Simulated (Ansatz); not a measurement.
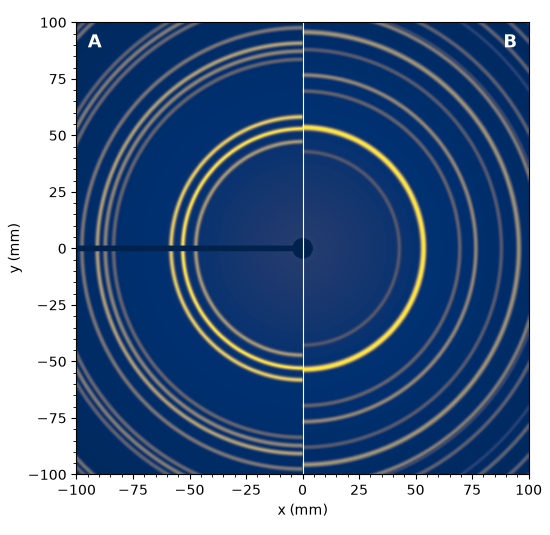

Simulated X-ray powder rings on a flat area detector normal to the beam: λ = 0.4133 Å, sample-to-detector distance 280 mm, axes in mm from the beam centre, beam polarised horizontally, for a fine-grained powder without texture. Kinematic intensities with B = 1.0 Å² for all atoms, without absorption; brightness goes as intensity to the power 0.4, clipped at the top. Reflections closer than the ring width show as one ring. The left and right halves show two different samples, each scaled to its strongest ring.

Structure 1:
```cif
data_structure
_symmetry_space_group_name_H-M 'P 1'
_symmetry_Int_Tables_number 1
_cell_length_a 4.9529
_cell_length_b 4.9529
_cell_length_c 4.9529
_cell_angle_alpha 90.000
_cell_angle_beta 90.000
_cell_angle_gamma 90.000
_cell_volume 121.50
loop_
_atom_site_label
_atom_site_type_symbol
_atom_site_fract_x
_atom_site_fract_y
_atom_site_fract_z
_atom_site_occupancy
Re1 Re 0.00000 0.00000 0.00000 1
Re2 Re 0.50000 0.50000 0.50000 1
Re3 Re 0.25000 0.00000 0.50000 1
Re4 Re 0.75000 0.00000 0.50000 1
Re5 Re 0.50000 0.25000 0.00000 1
Re6 Re 0.50000 0.75000 0.00000 1
Re7 Re 0.00000 0.50000 0.25000 1
Re8 Re 0.00000 0.50000 0.75000 1
```

Structure 2:
Space group P6/mmm (No. 191). a = 4.355 Å, b = 4.355 Å, c = 2.727 Å, α = 90.00°, β = 90.00°, γ = 120.00°
| atom | site | symmetry | x | y | z |
| --- | --- | --- | --- | --- | --- |
| Re | 1a | 6/mmm | 0.0000 | 0.0000 | 0.0000 |
| Re | 2d | -6m2 | 0.3333 | 0.6667 | 0.5000 |

Origins: 1, the input geometry of an electronic-structure calculation (not necessarily at equilibrium); the starting structure was generated, so it need not be a known form of this composition; 2, coordinates from a relaxation with Ansatz, DFT, r2SCAN, plane waves (500 eV) with PAW, scalar-relativistic; the starting structure was generated, so it need not be a known form of this composition.

Question: Which structure gives which half?

Answer: Half A is structure 1 (Re): 200 at 47.2 mm (d = 2.48 Å), 210 at 52.9 mm (d = 2.22 Å), 211 at 58.1 mm (d = 2.02 Å), 222 at 83.6 mm (d = 1.430 Å).
Half B is structure 2 (Re): 001 at 42.8 mm (d = 2.73 Å), 101 + 110 at 53.5 mm (d = 2.21 + 2.18 Å), 111 at 69.6 mm (d = 1.702 Å), 201 at 76.7 mm (d = 1.551 Å).
